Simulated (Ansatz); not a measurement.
```xyz
6
Lattice="2.1173 1.2224 -0.0105 -2.1173 1.2224 0.0105 0.0650 0.0000 10.0185" Properties=species:S:1:pos:R:3 pbc="T T T"
C     0.7166    1.2224    1.6668
C    -0.6733    1.2224    5.0132
C     0.0542    0.0000    8.3492
C     0.0108    0.0000    1.6693
C     0.7383    1.2224    5.0052
C    -0.6516    1.2224    8.3517
```

Space group R-3m; a structure from a database of computed crystals, not necessarily the ambient phase.

The calculation used DFT, LDA, PAW with Ansatz's default frozen-core files, scalar-relativistic; relaxation of cell and atoms in Ansatz.

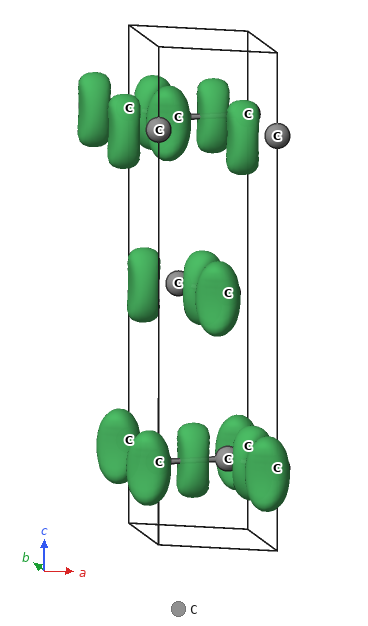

C. Isosurface of the ELF at 0.75 (green), seen slightly off an axis. Core shells and regions of very low density are left out. Sticks mark near contacts.

In a PAW calculation such maps are meaningful between the atoms, not at the nuclei.

### Describe the localisation domains.

The ELF exceeds this value in nine regions between bonded C–C atoms (shared pairs), counted in one cell of 6 atoms. Regions shared between cells count once.

Values along the shortest contacts:
C–C (1.41 Å): the ELF peaks at about 0.95 between the atoms; localised, covalent bonding.
